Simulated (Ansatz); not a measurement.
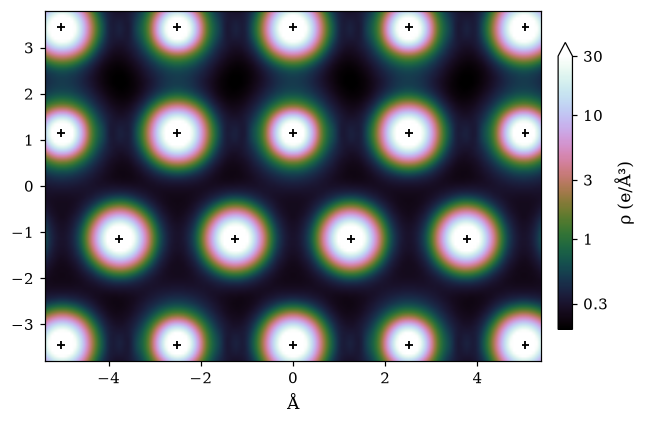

The valence electron density on a plane through atoms (crosses mark nuclei in the plane).

Level of theory: Ansatz, DFT r2SCAN, scalar-relativistic, plane waves, PAW.

Candidates:
A. WC, a = 3.26 Å, b = 3.26 Å, c = 4.50 Å, α = 90.00°, β = 90.00°, γ = 90.00°. Space group I4/mmm; a structure from a database of computed crystals, not necessarily the ambient phase; changed on purpose from its base cell (strain +0.050 along x and y, +0.025 along z, atoms carried along); computed pressure about −38 GPa in this cell.
B. Ni$_{2}$Ge, a = 3.98 Å, b = 3.98 Å, c = 5.04 Å, α = 90.00°, β = 90.00°, γ = 120.00°. Space group P6₃/mmc; a structure from a database of computed crystals, not necessarily the ambient phase; computed without spin polarisation.
C. TiAl, a = 2.87 Å, b = 2.87 Å, c = 4.63 Å, α = 90.00°, β = 90.00°, γ = 120.00°. Space group P-6m2; a structure from a database of computed crystals, not necessarily the ambient phase; computed without spin polarisation.

Which candidate gave the map?

Candidate B: Ni$_{2}$Ge on the (110) plane of the conventional cell, which holds Ni and Ge. Ni–Ge (2.30 Å): ρ at the midpoint is about 0.51 e/Å³. Ni–Ni (2.52 Å): ρ at the midpoint is about 0.3 e/Å³.
